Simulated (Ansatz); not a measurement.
**Al3As3H: single-point calculation (part 2 of 2)**

Continued. System: Al3As3H (slab, 7 atoms in the cell). Method: DFT, PBEsol, plane waves, PAW, spin-polarised (Ansatz 0.2.0); cutoff 420 eV, 9×9×1 k-mesh, tetrahedron_uncorrected, collinear spins. The structure derives from an entry of the Crystallography Open Database.

Geometry of the input (Å; fractional positions):
```
4.0125  0.0000  0.0000
-2.0063  3.4750  0.0000
0.0000  0.0000  26.3715
As 0.0000  0.0000  0.3223
Al 0.3333  0.6667  0.3534
As 0.3333  0.6667  0.4466
Al 0.6667  0.3333  0.4784
As 0.6667  0.3334  0.5703
Al 0.0001  0.0003  0.6045
H  -0.0002  -0.0005  0.6649
```

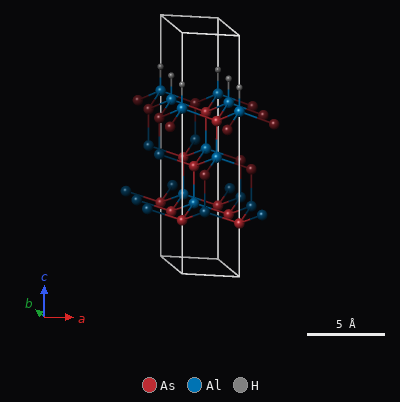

*The input geometry (ball-and-stick view of the 1 × 2 repeat of the cell, with the vacuum cut short, seen slightly off an axis; neighbours outside the cell are drawn fainter). An atom can appear more than once, as a periodic image.*

**What the program printed, continued**
```
SCF iter   1: F=—  HF=-16029.030116 eV  |F-HF|=—  |Δ(HF+E_count)|=         —  Δρ=1.80e-2 (↑1.20e-2 ↓1.80e-2)  dr2=3.15e0  dr2_m=2.24e-1  M=0.150 μB ∫|m|=0.418 μB  β_m=0.30  ethr=3.10e-3  p=-0.000 e·Å  D=-2.43e-7 V/Å  ΔV_dip=0.00 eV  dr2_dipole=1.57e-1  V_vac-E_F(+/−)=7.07/7.07 eV  ⟨swp⟩=7.8  Hψ=8375  notcnv=0
efield: sawtooth ramp at fractional position 0.9736 (placed from the atoms, in the widest stretch of the axis that holds none; the zero of the levels goes with the place), width 0.0400; the density the first Hamiltonian is built on has a dipole p = -0.000 e·Å; the dipole correction subtracts the counter field D = -2.43e-7 V/Å, which shifts the + side's vacuum level by +0.00 eV against the − side's; the planar-averaged density in the ramp window peaks in size at 4.8e-7 e/Å³
preconditioner: auto → none  [metal: no gap  n_scr=58 (ndim 8)  ℏωp=9.7 eV  f_vac=0.548  sad-step TF]
SCF iter   2: F=—  HF=-16029.155885 eV  |F-HF|=—  |Δ(HF+E_count)|=   1.26e-1  Δρ=1.46e-2 (↑8.96e-3 ↓1.46e-2)  dr2=2.05e0  dr2_m=1.51e-1  M=0.200 μB ∫|m|=0.375 μB  β_m=0.30  ethr=3.10e-3  p=-0.000 e·Å  D=-8.86e-7 V/Å  ΔV_dip=0.00 eV  dr2_dipole=1.85e-1  V_vac-E_F(+/−)=7.01/7.01 eV  ⟨swp⟩=1.5  Hψ=2315  notcnv=0  defer=37  κ⁻¹=1.0e0(r=1)
SCF iter   3: F=—  HF=-16030.559082 eV  |F-HF|=—  |Δ(HF+E_count)|=    1.40e0  Δρ=1.03e-2 (↑9.57e-3 ↓1.03e-2)  dr2=2.55e1  dr2_m=1.81e-2  M=0.782 μB ∫|m|=0.790 μB  β_m=0.30  ethr=3.10e-3  p=-0.318 e·Å  D=-1.57e-1 V/Å  ΔV_dip=4.13 eV  dr2_dipole=1.35e1  V_vac-E_F(+/−)=8.20/4.07 eV  ⟨swp⟩=4.1  Hψ=4804  notcnv=0  defer=131  κ⁻¹=3.2e-3(r=2)
SCF iter   4: F=—  HF=-16028.815594 eV  |F-HF|=—  |Δ(HF+E_count)|=    1.74e0  Δρ=7.17e-3 (↑7.17e-3 ↓3.92e-3)  dr2=1.76e-1  dr2_m=8.68e-2  M=0.281 μB ∫|m|=0.373 μB  β_m=0.30  ethr=3.10e-3  p=-0.053 e·Å  D=-2.59e-2 V/Å  ΔV_dip=0.68 eV  dr2_dipole=2.79e-5  V_vac-E_F(+/−)=7.00/6.32 eV  ⟨swp⟩=3.0  Hψ=2633  notcnv=0  defer=128  κ⁻¹=4.6e-4(r=3)
SCF iter   5: F=—  HF=-16028.866413 eV  |F-HF|=—  |Δ(HF+E_count)|=   5.08e-2  Δρ=5.31e-3 (↑5.31e-3 ↓3.45e-3)  dr2=2.02e-1  dr2_m=5.30e-2  M=0.261 μB ∫|m|=0.340 μB  β_m=0.30  ethr=3.20e-4  p=-0.055 e·Å  D=-2.68e-2 V/Å  ΔV_dip=0.71 eV  dr2_dipole=7.02e-2  V_vac-E_F(+/−)=6.83/6.12 eV  ⟨swp⟩=2.8  Hψ=2566  notcnv=0  defer=130  κ⁻¹=1.4e-4(r=4)
SCF iter   6: F=—  HF=-16028.902470 eV  |F-HF|=—  |Δ(HF+E_count)|=   3.61e-2  Δρ=3.95e-3 (↑3.95e-3 ↓3.13e-3)  dr2=7.50e-2  dr2_m=3.71e-2  M=0.392 μB ∫|m|=0.454 μB  β_m=0.30  ethr=3.20e-4  p=-0.041 e·Å  D=-2.00e-2 V/Å  ΔV_dip=0.53 eV  dr2_dipole=2.13e-2  V_vac-E_F(+/−)=6.65/6.12 eV  ⟨swp⟩=2.1  Hψ=1974  notcnv=0  defer=130  κ⁻¹=7.3e-5(r=5)
SCF iter   7: F=—  HF=-16028.933641 eV  |F-HF|=—  |Δ(HF+E_count)|=   3.12e-2  Δρ=2.82e-3 (↑2.62e-3 ↓2.82e-3)  dr2=6.08e-3  dr2_m=2.43e-2  M=0.475 μB ∫|m|=0.525 μB  β_m=0.30  ethr=1.36e-4  p=-0.051 e·Å  D=-2.53e-2 V/Å  ΔV_dip=0.67 eV  dr2_dipole=1.87e-3  V_vac-E_F(+/−)=6.46/5.79 eV  ⟨swp⟩=2.1  Hψ=2129  notcnv=0  defer=130  κ⁻¹=2.7e-5(r=6)
SCF iter   8: F=—  HF=-16028.954110 eV  |F-HF|=—  |Δ(HF+E_count)|=   2.05e-2  Δρ=2.57e-3 (↑2.20e-3 ↓2.57e-3)  dr2=1.23e-2  dr2_m=1.88e-2  M=0.593 μB ∫|m|=0.633 μB  β_m=0.81  ethr=1.11e-5  p=-0.057 e·Å  D=-2.80e-2 V/Å  ΔV_dip=0.74 eV  dr2_dipole=6.07e-3  V_vac-E_F(+/−)=6.43/5.69 eV  ⟨swp⟩=2.3  Hψ=2562  notcnv=0  defer=130
Mixer restart at iter 8: flushing history
spin-set hold released at iteration 8 (site moments contracting): the magnetisation degrees of freedom join the quasi-Newton model from the next iteration; the mixer history was flushed
SCF iter   9: F=—  HF=-16029.022813 eV  |F-HF|=—  |Δ(HF+E_count)|=   6.87e-2  Δρ=1.69e-3 (↑1.69e-3 ↓1.57e-3)  dr2=1.03e0  dr2_m=1.41e-3  M=0.576 μB ∫|m|=0.598 μB  β_m=0.93  ethr=1.11e-5  p=-0.104 e·Å  D=-5.12e-2 V/Å  ΔV_dip=1.35 eV  dr2_dipole=4.49e-1  V_vac-E_F(+/−)=6.81/5.46 eV  ⟨swp⟩=5.0  Hψ=3291  notcnv=0  defer=130  κ⁻¹=1.0e0(r=1)
SCF iter  10: F=—  HF=-16029.001429 eV  |F-HF|=—  |Δ(HF+E_count)|=   2.14e-2  Δρ=2.80e-3 (↑1.41e-3 ↓2.80e-3)  dr2=2.14e-1  dr2_m=1.28e-2  M=0.931 μB ∫|m|=0.950 μB  β_m=0.75  ethr=1.11e-5  p=-0.063 e·Å  D=-3.08e-2 V/Å  ΔV_dip=0.81 eV  dr2_dipole=9.40e-2  V_vac-E_F(+/−)=6.39/5.58 eV  ⟨swp⟩=4.1  Hψ=2978  notcnv=0  defer=130  κ⁻¹=1.3e-3(r=2)
SCF iter  11: F=—  HF=-16029.006514 eV  |F-HF|=—  |Δ(HF+E_count)|=   5.09e-3  Δρ=2.12e-3 (↑1.04e-3 ↓2.12e-3)  dr2=1.30e-1  dr2_m=6.94e-3  M=0.944 μB ∫|m|=0.963 μB  β_m=1.20  ethr=1.11e-5  p=-0.072 e·Å  D=-3.55e-2 V/Å  ΔV_dip=0.94 eV  dr2_dipole=5.69e-2  V_vac-E_F(+/−)=6.43/5.50 eV  ⟨swp⟩=3.0  Hψ=2662  notcnv=0  defer=130  κ⁻¹=5.3e-4(r=3)
SCF iter  12: F=—  HF=-16029.013818 eV  |F-HF|=—  |Δ(HF+E_count)|=   7.30e-3  Δρ=1.14e-3 (↑4.55e-4 ↓1.14e-3)  dr2=8.71e-2  dr2_m=8.66e-4  M=0.972 μB ∫|m|=0.997 μB  β_m=1.20  ethr=1.11e-5  p=-0.086 e·Å  D=-4.22e-2 V/Å  ΔV_dip=1.11 eV  dr2_dipole=3.53e-2  V_vac-E_F(+/−)=6.50/5.38 eV  ⟨swp⟩=3.4  Hψ=2948  notcnv=0  defer=130  κ⁻¹=5.3e-4(r=4)
SCF iter  13: F=—  HF=-16029.009823 eV  |F-HF|=—  |Δ(HF+E_count)|=   4.00e-3  Δρ=3.19e-4 (↑2.93e-4 ↓3.19e-4)  dr2=1.39e-3  dr2_m=1.94e-4  M=0.896 μB ∫|m|=0.922 μB  β_m=1.20  ethr=1.11e-5  p=-0.093 e·Å  D=-4.58e-2 V/Å  ΔV_dip=1.21 eV  dr2_dipole=1.37e-4  V_vac-E_F(+/−)=6.55/5.34 eV  ⟨swp⟩=2.9  Hψ=2253  notcnv=0  defer=130  κ⁻¹=2.1e-4(r=5)
SCF iter  14: F=—  HF=-16029.010224 eV  |F-HF|=—  |Δ(HF+E_count)|=   4.01e-4  Δρ=1.18e-4 (↑1.18e-4 ↓8.87e-5)  dr2=1.65e-3  dr2_m=5.87e-6  M=0.900 μB ∫|m|=0.928 μB  β_m=1.20  ethr=2.54e-6  p=-0.097 e·Å  D=-4.79e-2 V/Å  ΔV_dip=1.26 eV  dr2_dipole=6.85e-4  V_vac-E_F(+/−)=6.57/5.31 eV  ⟨swp⟩=2.5  Hψ=2407  notcnv=0  defer=130  κ⁻¹=3.2e-5(r=6)
SCF iter  15: F=—  HF=-16029.010214 eV  |F-HF|=—  |Δ(HF+E_count)|=   1.01e-5  Δρ=4.33e-5 (↑3.97e-5 ↓4.33e-5)  dr2=2.00e-5  dr2_m=1.96e-7  M=0.911 μB ∫|m|=0.940 μB  β_m=1.20  ethr=2.54e-6  p=-0.097 e·Å  D=-4.78e-2 V/Å  ΔV_dip=1.26 eV  dr2_dipole=3.37e-7  V_vac-E_F(+/−)=6.56/5.30 eV  ⟨swp⟩=2.0  Hψ=1801  notcnv=0  defer=130  κ⁻¹=4.0e-6(r=7)
SCF iter  16: F=—  HF=-16029.010218 eV  |F-HF|=—  |Δ(HF+E_count)|=   4.41e-6  Δρ=2.18e-5 (↑2.18e-5 ↓2.00e-5)  dr2=6.61e-6  dr2_m=1.56e-7  M=0.912 μB ∫|m|=0.940 μB  β_m=1.20  ethr=3.64e-8  p=-0.097 e·Å  D=-4.77e-2 V/Å  ΔV_dip=1.26 eV  dr2_dipole=6.06e-7  V_vac-E_F(+/−)=6.56/5.31 eV  ⟨swp⟩=2.9  Hψ=2631  notcnv=0  defer=130  κ⁻¹=7.5e-7(r=8)
SCF iter  17: F=—  HF=-16029.010230 eV  |F-HF|=—  |Δ(HF+E_count)|=   1.22e-5  Δρ=6.71e-6 (↑6.33e-6 ↓6.71e-6)  dr2=1.97e-6  dr2_m=5.33e-9  M=0.912 μB ∫|m|=0.940 μB  β_m=1.20  ethr=1.20e-8  p=-0.097 e·Å  D=-4.76e-2 V/Å  ΔV_dip=1.26 eV  dr2_dipole=6.82e-7  V_vac-E_F(+/−)=6.56/5.31 eV  ⟨swp⟩=2.4  Hψ=2585  notcnv=0  defer=130  κ⁻¹=1.3e-7(r=8)
SCF iter  18: F=—  HF=-16029.010231 eV  |F-HF|=—  |Δ(HF+E_count)|=   3.82e-7  Δρ=3.19e-6 (↑2.62e-6 ↓3.19e-6)  dr2=4.67e-7  dr2_m=3.53e-9  M=0.911 μB ∫|m|=0.940 μB  β_m=1.20  ethr=3.57e-9  p=-0.097 e·Å  D=-4.76e-2 V/Å  ΔV_dip=1.26 eV  dr2_dipole=1.55e-7  V_vac-E_F(+/−)=6.56/5.31 eV  ⟨swp⟩=2.0  Hψ=1862  notcnv=0  defer=130  κ⁻¹=2.7e-7(r=8)
SCF iter  19: F=—  HF=-16029.010231 eV  |F-HF|=—  |Δ(HF+E_count)|=   5.52e-8  Δρ=1.56e-6 (↑1.22e-6 ↓1.56e-6)  dr2=2.15e-7  dr2_m=1.61e-9  M=0.911 μB ∫|m|=0.940 μB  β_m=1.20  ethr=8.49e-10  p=-0.097 e·Å  D=-4.76e-2 V/Å  ΔV_dip=1.26 eV  dr2_dipole=8.83e-8  V_vac-E_F(+/−)=6.56/5.31 eV  ⟨swp⟩=2.2  Hψ=1926  notcnv=0  defer=130  κ⁻¹=1.1e-7(r=8)
SCF iter  20: F=-16029.010231 eV  HF=-16029.010231 eV  |F-HF|=1.73e-9  |Δ(HF+E_count)|=   8.98e-9  Δρ=4.05e-7 (↑3.63e-7 ↓4.05e-7)  dr2=3.68e-9  dr2_m=5.57e-11  M=0.911 μB ∫|m|=0.940 μB  ethr=1.82e-11  p=-0.097 e·Å  D=-4.76e-2 V/Å  ΔV_dip=1.26 eV  dr2_dipole=8.84e-10  V_vac-E_F(+/−)=6.56/5.31 eV  ⟨swp⟩=9.2  Hψ=7834  notcnv=0
SCF 1 converged in 20 iterations: F = -16029.010231 eV  dr2 = 3.68e-9
  greatest PAW one-centre occupation: 0.999 electrons in one spin orbital (limit 2), on the As atom at site 0 (counted from 0), in its partial waves of l = 2
```

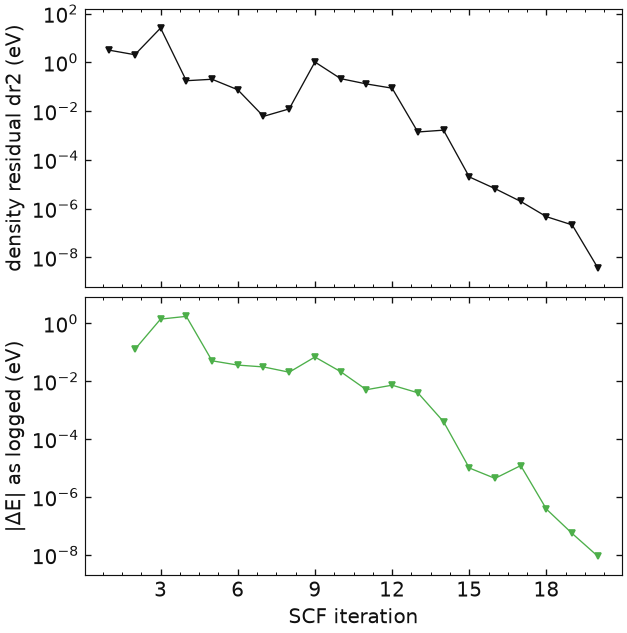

*Convergence of the self-consistent field: density residual dr2 and size of the energy change against the SCF iteration.*

The residual falls unevenly and jumps up by a factor of two or more 3 times on the way down.

```
this state was not tested for a lower state beside it, because the mixer in use, unlike msr1, does not test its closes by its own steps (another_mixer; see scf.mixing.algorithm and scf.lower_state_search)
SCF converged after 20 iterations
Magnetization: 0.9112 μB (27.9556 up, 27.0444 down)
Absolute magnetization: 0.9344 μB (∫|ρ↑−ρ↓|, with the PAW one-centre terms)
Spin contamination: 0.0176 ħ² per cell (⟨S²⟩ above its minimum at these occupations)
Per-site moments (μB) at R_I (Å): [(0.24954110569222987, 1.0135835975597631), (0.01678751257442956, 1.0135835967273152), (0.0852660761625977, 1.0135835967273152), (0.01131290343084622, 1.000205484589683), (0.03504033903457339, 1.000205484589683), (0.0007658393941038455, 0.6572098697126154), (0.01277110909133209, 0.6572098697126154)]
Free energy (F): -16029.010231 eV
Harris-Foulkes:  -16029.010231 eV  (|F-HF|=1.73e-9)
Internal energy: -16029.010103 eV  (E = F + TS)
E sigma→0 (E₀):  -16029.010231 eV
Entropy (-TS):   -0.000128 eV (-0.018 meV/atom)
Fermi energy:    -1.457207 eV
Dipole field:    D = -0.047573 V/Å  (p = -0.096673 e·Å, saw-weighted, corrected)
Work function:   Φ+ = 6.5628 eV   Φ− = 5.3083 eV
Levels:          The Fermi level and band energies are counted from a zero that moves with the ramp; work functions are not
--- Per-component energies (eV) ---
  E_band       = -1219.336271
  E_kinetic    = 389.983950
  E_local      = -40803.776214  (includes V_loc(G=0)·N_el)
  E_nonlocal   = -1971.600473
  E_hartree    = 20410.718412
  E_xc         = -360.340275
  E_vxc        = -333.125980  (∫ρ·V_xc dr)
  E_paw        = -6744.581982  (= ΣΔE_a)
  E_vpaw       = 680.364525  (= ΣTr[D̂ρ^β])
  E_aug_tail   = -0.001115  (compensation charges beyond the density's cutoff)
  E_efield     = 0.002299  (sawtooth field / dipole correction)
  E_vefield    = -2.614877  (∫n·V_field dr)
  E_ewald      = 13047.628591
  E_core_change = 2.956703  (= ΣΔE_core)
  E_smearing   = -0.000128  (= −TS)
  E_closure    = -0.000000  (closes the sum)
  Σ components = -16029.010231   (vs F -16029.010231, Δ=0.00e0)
--- Forces (eV/Å), atoms counted from 1 ---
  atom   1  As     0.00000000     0.00009314     0.39175566
  atom   2  Al     0.00000000     0.00004987    -0.49175597
  atom   3  As     0.00000000    -0.00060418     0.11310130
  atom   4  Al     0.00000000     0.00058525     0.00456828
  atom   5  As     0.00000000     0.00215866     0.01418020
  atom   6  Al     0.00000000    -0.00385334    -0.03719520
  atom   7  H      0.00000000     0.00157070     0.00533331
  max |Σ_I F_I| component: 1.24e-5 eV/Å
--- Band table (eV; the first three rows and the last of 50) ---
  k-point 0 ↑: bands = ["-36.0776", "-36.0589", "-36.0588", "-36.0262", "-36.0262", "-36.0049", "-35.9716", "-35.9716", "-35.8715", "-35.8715", "-35.6032", "-35.5926", "-35.5925", "-35.5764", "-35.5764", "-13.1319", "-12.4131", "-11.9876", "-6.4310", "-5.0110", "-3.1188", "-2.1490", "-2.1490", "-1.6457", "-1.6369", "-1.6365", "-1.3301", "-1.3283", "0.8560", "1.0921", "1.5396", "3.1566", "3.1568", "3.3570", "3.4156"]
  k-point 1 ↑: bands = ["-36.0775", "-36.0589", "-36.0588", "-36.0262", "-36.0260", "-36.0049", "-35.9716", "-35.9716", "-35.8715", "-35.8713", "-35.6032", "-35.5926", "-35.5925", "-35.5764", "-35.5762", "-13.0293", "-12.3177", "-11.9065", "-6.3586", "-5.0046", "-3.3682", "-2.8160", "-2.4366", "-2.3666", "-2.0011", "-1.7983", "-1.6154", "-1.4568", "1.5355", "1.7768", "2.2031", "2.8160", "3.2100", "3.3783", "3.4519"]
  k-point 2 ↑: bands = ["-36.0773", "-36.0591", "-36.0589", "-36.0262", "-36.0256", "-36.0046", "-35.9718", "-35.9716", "-35.8715", "-35.8709", "-35.6029", "-35.5928", "-35.5925", "-35.5764", "-35.5758", "-12.7381", "-12.0522", "-11.6898", "-6.2249", "-5.1888", "-4.4091", "-3.8930", "-3.2255", "-2.7940", "-2.5010", "-2.1623", "-1.7770", "-1.7613", "1.4479", "1.8211", "2.1802", "2.8766", "3.8426", "3.8465", "3.8768"]
  k-point 24 ↓: bands = ["-36.0469", "-36.0354", "-36.0352", "-36.0173", "-36.0165", "-35.9116", "-35.8978", "-35.8976", "-35.8526", "-35.8518", "-35.5911", "-35.5838", "-35.5835", "-35.5711", "-35.5704", "-11.9647", "-11.3445", "-11.0596", "-6.2993", "-5.8900", "-5.6008", "-4.1894", "-3.9515", "-3.4909", "-3.2403", "-3.0082", "-2.3422", "-1.3838", "2.0903", "2.2613", "3.1518", "3.2516", "3.7475", "3.9622", "4.2880"]
```

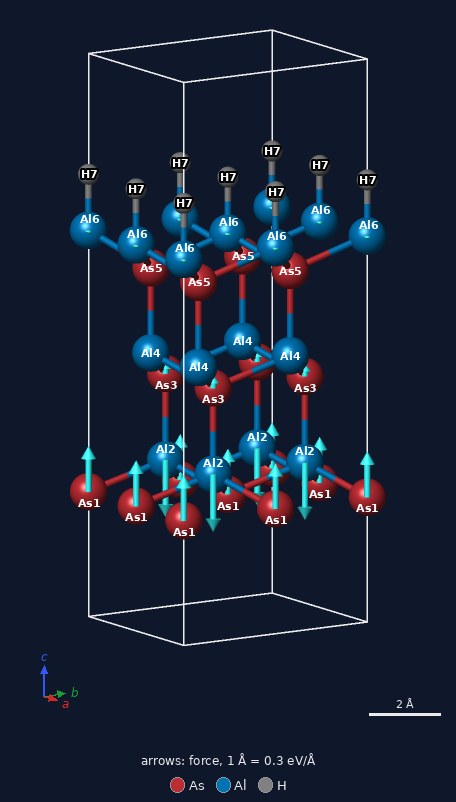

*Forces on the atoms as teal arrows (ball-and-stick view of the 2 × 2 repeat of the cell, with the vacuum cut short, seen slightly off an axis; atoms are numbered from 1 in the order of the input); the smallest are left out.*

The largest act on Al2 (0.49 eV/Å); As1 (0.39 eV/Å). The geometry is not a stationary point of this energy.

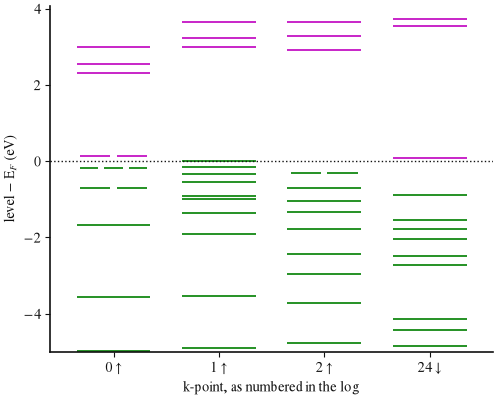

*Kohn–Sham levels near the Fermi level (dotted) at the few k-points that the log prints; levels within 0.02 eV of each other stand side by side.*

The system is metallic on the full mesh.

**Key numbers**

| quantity | value |
| --- | --- |
| outcome | converged |
| electrons treated | 55 |
| free energy | −16029.0102 eV |
| Fermi energy | −1.457 eV |
| gap on the k-point mesh | none (metallic) |
| net moment of the cell | 0.91 μB |
| integrated absolute moment | 0.93 μB |
| largest force (length of the vector) | 0.492 eV/Å |
| wall time | 41 s (CPU time 81 s) |
| peak memory | 0.88 GiB |

**Notes**

Settings chosen away from the usual ones: scf.occupations.width removed; scf.occupations.method set to tetrahedron_uncorrected (from gaussian); scf.convergence.dr2_threshold set to 1e-08. The program warns: the state was not tested for a lower one.
